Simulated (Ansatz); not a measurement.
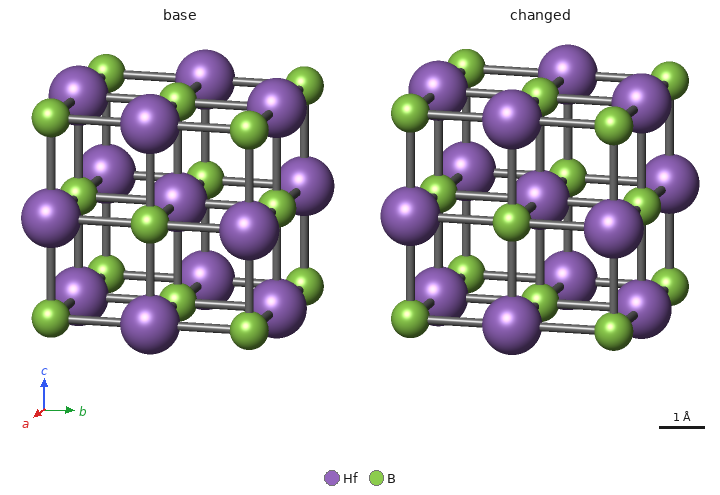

Left: a symmetric starting cell of HfB. Right: the same structure after one change, at the same scale. Style: ball-and-stick. Shown: the conventional cell (4 times the calculation's cell), slightly off an axis. Lengths and directions refer to the drawn axes.

Theory: DFT PBEsol, scalar-relativistic, plane waves, PAW in Ansatz 0.2.0. Set-up: plane-wave cutoff 420 eV; k-point mesh 14 × 14 × 14; occupations gaussian; smearing width 0.1 eV; no spin polarisation.

Question: What was changed?

Answer: The cell is strained by +1.1 % along a and +2.6 % across it (volume +6.4 %), the atoms keeping their fractional coordinates. No relaxation follows. The starting cell wasn't computed here and needn't be at equilibrium, so pressure and forces aren't due to the change alone.

Question: And its effect?

Answer: The pressure is 8.8 GPa (not all of it need come from the change, since the unchanged cell can be under pressure at this level too). The principal stresses (compression positive) are 12.9 GPa along a and 6.8 GPa across it. All forces vanish by symmetry. Among the bonded contacts that change: B–Hf 2.310 → 2.335 to 2.370 Å. The space group (tolerance 0.01 Å) goes from Fm-3m (No. 225) to I4/mmm (No. 139).
